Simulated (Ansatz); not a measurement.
## Single-point calculation, with input and output: CuI$_{2}$ (part 2 of 2)

CuI$_{2}$ (6 atoms in the cell); DFT PBEsol+U, scalar-relativistic, plane waves, PAW, Ueff = 1 eV on Cu atom 1 d; Ueff = 1 eV on Cu atom 4 d, spin-polarised (Ansatz 0.2.0); cutoff 420 eV, 5×5×5 k-mesh, Gaussian smearing of 0.05 eV, collinear spins. The structure was built on a prototype by a generator; it need not be a known phase. It belongs to a series of runs on one base structure; here: antiferromagnetic start, free.

Geometry of the input (Å; fractional positions):
```
0.0000  3.5113  3.5113
7.0225  3.5113  3.5113
7.0225  7.0225  0.0000
Cu 0.0000  0.0000  0.0000
I  0.2500  0.2500  -0.0000
I  0.7500  0.7500  -0.0000
Cu 0.0000  -0.0000  0.5000
I  0.2500  0.2500  0.5000
I  0.7500  0.7500  0.5000
```

```
SCF converged after 20 iterations
Magnetization: 0.0000 μB (53.0000 up, 53.0000 down)
Absolute magnetization: 0.0000 μB (∫|ρ↑−ρ↓|, with the PAW one-centre terms)
Spin contamination: 0.0000 ħ² per cell (⟨S²⟩ above its minimum at these occupations)
Per-site moments (μB) at R_I (Å): [(7.580461046601965e-9, 1.2543448834647446), (-2.5498023278683102e-17, 1.2543448834647446), (2.0049227380655345e-17, 1.2543448834647446), (-7.580461046601965e-9, 1.2543448834647446), (2.549798111791736e-17, 1.2543448834647446), (-2.0049113898785835e-17, 1.2543448834647446)]
Free energy (F): -42904.312022 eV
Harris-Foulkes:  -42904.312022 eV  (|F-HF|=2.47e-9)
Internal energy: -42904.302816 eV  (E = F + TS)
E sigma→0 (E₀):  -42904.307419 eV
Entropy (-TS):   -0.009206 eV (-1.534 meV/atom)
Fermi energy:    8.366852 eV
--- Per-component energies (eV) ---
  E_band       = -2382.453322
  E_kinetic    = 1357.919630
  E_local      = -18311.989989  (includes V_loc(G=0)·N_el)
  E_nonlocal   = 460.821082
  E_hartree    = 8736.517665
  E_xc         = -680.311719
  E_vxc        = -735.780861  (∫ρ·V_xc dr)
  E_hubbard    = 0.126386  (on-site DFT+U / exact-exchange correction)
  E_vhub       = -9.618818  (the Hubbard potential's part of the band-sum identity)
  E_paw        = -22225.609205  (= ΣΔE_a)
  E_vpaw       = -2616.837962  (= ΣTr[D̂ρ^β])
  E_aug_tail   = 0.000495  (compensation charges beyond the density's cutoff)
  E_ewald      = -12243.838134
  E_core_change = 2.060973  (= ΣΔE_core)
  E_smearing   = -0.009206  (= −TS)
  E_closure    = 0.000000  (closes the sum)
  Σ components = -42904.312022   (vs F -42904.312022, Δ=0.00e0)
--- Specified on-site occupations, and those of the state reported ---
  electrons in the specified blocks: 17.5000 specified, 19.7432 found
  site 0 (l=d) ↓: largest change of an orbital's occupation 0.9620; electrons 3.9000 specified, 4.9358 found; spectral distance 0.9628
  site 3 (l=d) ↑: largest change of an orbital's occupation 0.9620; electrons 3.9000 specified, 4.9358 found; spectral distance 0.9628
  site 0 (l=d) ↑: largest change of an orbital's occupation 0.0246; electrons 4.8500 specified, 4.9358 found; spectral distance 0.0407
  site 3 (l=d) ↓: largest change of an orbital's occupation 0.0246; electrons 4.8500 specified, 4.9358 found; spectral distance 0.0407
--- Forces (eV/Å), atoms counted from 1 ---
  atom   1  Cu     0.00000000    -0.00000000    -0.00000000
  atom   2  I      0.00000000     0.00000000     0.00000000
  atom   3  I     -0.00000000    -0.00000000    -0.00000000
  atom   4  Cu     0.00000000     0.00000000     0.00000000
  atom   5  I     -0.00000000     0.00000000     0.00000000
  atom   6  I      0.00000000     0.00000000    -0.00000000
  max |Σ_I F_I| component: 3.47e-18 eV/Å
--- Stress (GPa, compression-positive) ---
       -0.582800      -0.000000       0.000000
       -0.000000      -0.434148      -0.000000
        0.000000       0.000000      -0.434148
  P = ⅓ Tr σ = -0.4837 GPa (-4.837 kbar)
--- Band table (eV; the first three rows and the last of 36) ---
  k-point 0 ↑: bands = ["-102.5247", "-102.5247", "-60.0969", "-60.0969", "-60.0969", "-60.0969", "-60.0947", "-60.0947", "-36.6781", "-36.6741", "-36.6740", "-36.6734", "-36.6715", "-36.6715", "-36.6696", "-36.6696", "-36.6695", "-36.6695", "-36.6691", "-36.6688", "-36.6686", "-36.6676", "-36.6676", "-36.6647", "-36.6645", "-36.6643", "-36.6605", "-36.6604", "-5.5136", "-4.6366", "-3.8731", "-3.0839", "2.5678", "3.9564", "3.9564", "4.3773", "4.3819", "4.3819", "6.0398", "6.0398", "6.3248", "6.3264", "6.3398", "6.3863", "6.5116", "7.2431", "7.2457", "7.2457", "7.4062", "7.4093", "7.4093", "8.7131", "8.7131", "8.8836", "9.5074", "9.5429", "11.6716", "11.6716", "11.6749", "13.5982", "14.3577", "14.3607", "14.9980", "15.4812", "15.5415"]
  k-point 1 ↑: bands = ["-102.5247", "-102.5247", "-60.0969", "-60.0969", "-60.0969", "-60.0969", "-60.0947", "-60.0947", "-36.6776", "-36.6738", "-36.6729", "-36.6727", "-36.6714", "-36.6714", "-36.6698", "-36.6698", "-36.6693", "-36.6693", "-36.6686", "-36.6684", "-36.6682", "-36.6678", "-36.6678", "-36.6651", "-36.6649", "-36.6648", "-36.6619", "-36.6617", "-5.3760", "-4.5131", "-4.0500", "-3.2645", "2.7262", "4.0010", "4.1554", "4.2842", "4.5532", "4.6567", "5.9339", "6.0560", "6.1356", "6.1704", "6.3894", "6.4071", "6.4166", "6.5758", "6.8020", "7.0463", "7.2454", "7.2728", "7.8008", "7.9217", "8.3276", "8.8418", "10.0638", "10.2562", "11.9268", "12.0663", "12.3952", "14.0981", "14.5857", "14.7594", "15.1534", "15.2181", "15.9230"]
  k-point 2 ↑: bands = ["-102.5247", "-102.5247", "-60.0969", "-60.0969", "-60.0969", "-60.0969", "-60.0947", "-60.0947", "-36.6764", "-36.6750", "-36.6709", "-36.6709", "-36.6703", "-36.6703", "-36.6695", "-36.6693", "-36.6688", "-36.6688", "-36.6683", "-36.6683", "-36.6674", "-36.6673", "-36.6672", "-36.6661", "-36.6660", "-36.6659", "-36.6653", "-36.6651", "-4.9982", "-4.4927", "-4.1696", "-3.6972", "3.2141", "3.8838", "4.2914", "4.7243", "4.9792", "5.0140", "5.4262", "5.5365", "5.5693", "6.1372", "6.3476", "6.3727", "6.3849", "6.4769", "6.5941", "6.6348", "6.7461", "6.9518", "7.3902", "7.7203", "8.2335", "8.6136", "10.7219", "10.8875", "12.6616", "13.4209", "13.7910", "13.7956", "14.1578", "14.7376", "15.5180", "15.6290", "16.6202"]
  k-point 17 ↓: bands = ["-102.5247", "-102.5247", "-60.0969", "-60.0969", "-60.0969", "-60.0969", "-60.0947", "-60.0947", "-36.6772", "-36.6766", "-36.6717", "-36.6716", "-36.6709", "-36.6700", "-36.6697", "-36.6696", "-36.6695", "-36.6694", "-36.6677", "-36.6675", "-36.6669", "-36.6667", "-36.6667", "-36.6665", "-36.6663", "-36.6655", "-36.6639", "-36.6630", "-4.7405", "-4.5756", "-3.9598", "-3.8089", "2.6463", "2.8896", "3.7954", "3.9937", "3.9989", "4.2334", "5.9808", "6.0450", "6.0945", "6.0954", "6.3525", "6.3683", "6.3818", "6.4086", "6.4144", "6.5378", "8.1092", "8.4907", "8.5998", "8.6028", "8.6604", "8.9247", "9.6127", "9.8079", "13.1673", "14.0500", "14.3307", "15.3112", "15.6103", "15.6127", "15.7340", "15.9978", "16.1127"]
Occupation matrices written to [file]
--- Löwdin populations: 6 sites ---
  site symbol       q [e]    m [muB]
     0     Cu     18.4895     0.0000
     1      I     17.1590     0.0000
     2      I     17.1590     0.0000
     3     Cu     18.4895    -0.0000
     4      I     17.1590     0.0000
     5      I     17.1590     0.0000
  spilling = 0.003631 (of n_electrons = 106.000000)
--- Occupation matrices: 2 shells (run DFT+U table (all-electron-ortho-atomic); ε = 3.72e-4) ---
  Cu0 d_3D: site group Oh (m-3m); on the run's cell D4h (4/mmm)
  Cu0 d_3D up     Tr n = 4.9358  λ = 0.982 0.982 0.982 0.995 0.995  [3× xz 0.33 (T2g 1.00) T2g(1.00)/Eg(0.67) | 2× z2 0.50 (Eg 1.00) Eg(1.00)/A1g(0.50)]
  Cu0 d_3D dn     Tr n = 4.9358  λ = 0.982 0.982 0.982 0.995 0.995  [3× xz 0.33 (T2g 1.00) T2g(1.00)/Eg(0.67) | 2× z2 0.50 (Eg 1.00) Eg(1.00)/A1g(0.50)]
  specified occupation → Cu0 d_3D up: matrix, ‖Δ‖_F = 0.0407, Tr Δ = -0.0858, displaced = 0.0429, d_λ = 0.0407; orbital distance = 0.0000
  specified occupation → Cu0 d_3D dn: matrix, ‖Δ‖_F = 0.9628, Tr Δ = -1.0358, displaced = 0.5179, d_λ = 0.9628; orbital distance = 0.8165
  Cu3 d_3D: site group Oh (m-3m); on the run's cell D4h (4/mmm)
  Cu3 d_3D up     Tr n = 4.9358  λ = 0.982 0.982 0.982 0.995 0.995  [3× xz 0.33 (T2g 1.00) T2g(1.00)/Eg(0.67) | 2× z2 0.50 (Eg 1.00) Eg(1.00)/A1g(0.50)]
  Cu3 d_3D dn     Tr n = 4.9358  λ = 0.982 0.982 0.982 0.995 0.995  [3× xz 0.33 (T2g 1.00) T2g(1.00)/Eg(0.67) | 2× z2 0.50 (Eg 1.00) Eg(1.00)/A1g(0.50)]
  specified occupation → Cu3 d_3D up: matrix, ‖Δ‖_F = 0.9628, Tr Δ = -1.0358, displaced = 0.5179, d_λ = 0.9628; orbital distance = 0.8165
  specified occupation → Cu3 d_3D dn: matrix, ‖Δ‖_F = 0.0407, Tr Δ = -0.0858, displaced = 0.0429, d_λ = 0.0407; orbital distance = 0.0000
  Tr n, λ and their labels are of the run-group-symmetrised matrices; stabiliser: 64 of 64 elements of G0×{1,Θ} (closed), max defect 1.7e-7 at τ = 7.9e-5
```

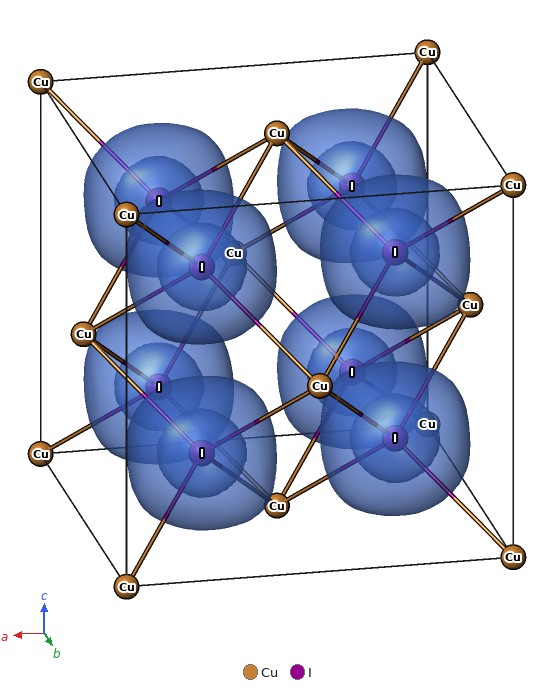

*Isosurface of the electron localisation function at 0.6 (blue), seen at an oblique angle. Only the valence region is drawn (cores and ρ < 0.01 e/Å³ removed). Sticks mark near contacts. The outline is the cell set on symmetry axes.*

Values along the shortest contacts: Cu–I (3.04 Å): the ELF peaks at about 0.70 in the valence shell of I, 1.2 Å from its nucleus, and drops to about 0.10 between the two atoms; a polar contact without a shared pair, in a metal. Core electrons are frozen (PAW), so the fields are smoothed inside the atomic spheres.

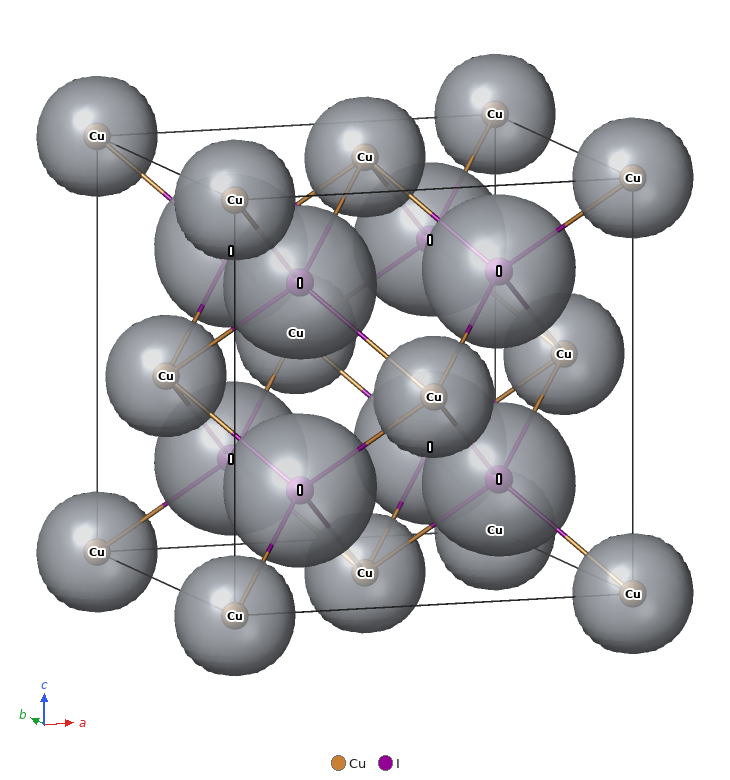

*Isosurface of the valence electron density at 0.3 e/Å³ (grey), seen slightly off an axis. Sticks mark near contacts. The outline is the cell set on symmetry axes.*

At this value the density breaks into separate islands; it holds about 85 % of the electrons treated as valence (semicore included). It is pinched off along the Cu–I (3.04 Å) contacts. On the grid the lowest density along these lines, outside the cores, is 0.17 e/Å³ (Cu–I, 3.04 Å).

**Summary**

| quantity | value |
| --- | --- |
| outcome | converged |
| space group (tolerance 0.01 Å) | Fm-3m (225) |
| electrons treated | 106 |
| free energy | −42904.3120 eV |
| Fermi energy | 8.367 eV |
| gap on the k-point mesh | none (metallic) |
| net moment of the cell | 0.00 μB |
| integrated absolute moment | 0.00 μB |
| pressure | −0.48 GPa |
| largest force (length of the vector) | under 0.001 eV/Å |
| wall time | 11 s (CPU time 42 s) |
| peak memory | 0.78 GiB |

**Remarks**

Warnings of the run: some starting moments were not kept; the typed occupations were not kept.
